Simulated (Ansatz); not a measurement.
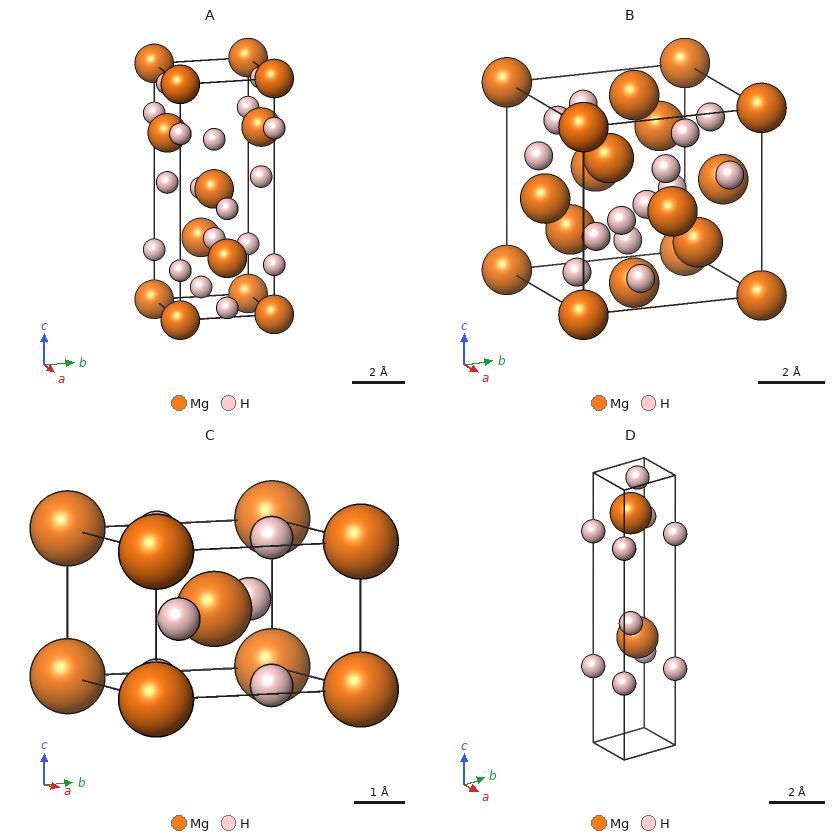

Four structures of MgH$_{2}$, each relaxed to rest (conventional cells in solid outline, small ones repeated, each panel with its own scale). Method: Ansatz 0.2.0, DFT PBE, scalar-relativistic, plane waves, PAW, without spin polarisation.

### Give the type and space group of each panel.

A: 12 atoms a cell on a body-centred tetragonal lattice, I4_1/amd; B: cubic Laves phase (C15, MgCu₂ type), Fd-3m; C: 6 atoms a cell on a primitive tetragonal lattice, P4_2/mnm; D: 6 atoms a cell on a primitive hexagonal lattice, P6_3mc.

### Which of these is lowest in energy, and how far above it do the others lie?

C, then A (+30 meV/atom), D (+58 meV/atom) and B (+899 meV/atom), energies at zero smearing.

### Collect the results in a table.

| panel | structure | E − E(lowest) (meV/atom) | volume (Å³/atom) | gap (eV) |
| --- | --- | --- | --- | --- |
| C | P4_2/mnm | 0 | 10.2 | 3.81 |
| A | I4_1/amd | 30 | 11.4 | 3.52 |
| D | P6_3mc | 58 | 13.3 | 4.44 |
| B | Fd-3m | 899 | 8.7 | metal |

Some of these may be structure types tried for this composition rather than known phases, and the most stable form need not be among them. Gaps are taken on the k-mesh or band path of each run.
